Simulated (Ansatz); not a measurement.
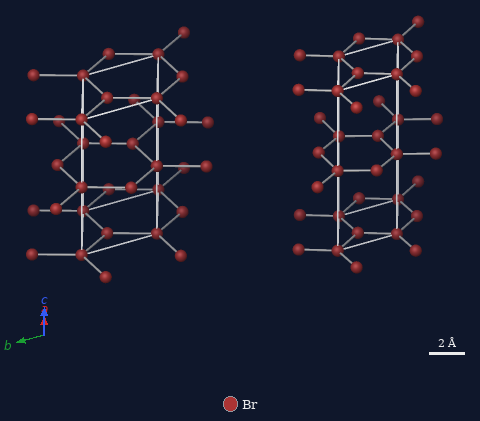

Two geometries of crystalline Br (built on the C_186 type) (coarse preliminary run), drawn at one scale. One is the start of a relaxation, the other its converged end. The picture is a ball-and-stick view of the cell of the calculation, seen from a free direction.

Method: DFT PBE, scalar-relativistic, plane waves, PAW in Ansatz 0.2.0. Settings: plane-wave cutoff 420 eV; k-point mesh 6 × 6 × 2; occupations gaussian; smearing width 0.1 eV; no spin polarisation; cell and atoms relaxed; force threshold 0.04 eV/Å; at most 70 steps.

Question: Which of the two is the end point?

Answer: The left one is the relaxed one. Case: C type (P6_3mc, No. 186). After 10 accepted moves (13 points after the start) the energy has fallen by 2133 meV per atom. Largest force component: 0.31 eV/Å at the start, 0.0017 eV/Å at the end. Pressure: 35.82 GPa at the start and −0.10 GPa at the end. The line search rejected the trial step at point 8 of the run. The SCF was repeated twice at an unchanged geometry on a basis and grid sized afresh for the cell, which shifted the energy by 30.5 meV per atom at most. The largest moves relative to the cell, 0.023 Å, are those of Br atoms. The drawn cell changes as follows: a = b 3.871 → 4.921 Å (+27.1 %), c 10.640 → 9.017 Å (−15.3 %); the volume changes by +37.0 %. Near-neighbour distances that change, for instance: Br–Br 2.235 → 2.841 Å. The space group (tolerance 0.01 Å) goes from P6_3mc (No. 186) to P6_3/mmc (No. 194). The run took roughly 40 core-seconds on a shared host.
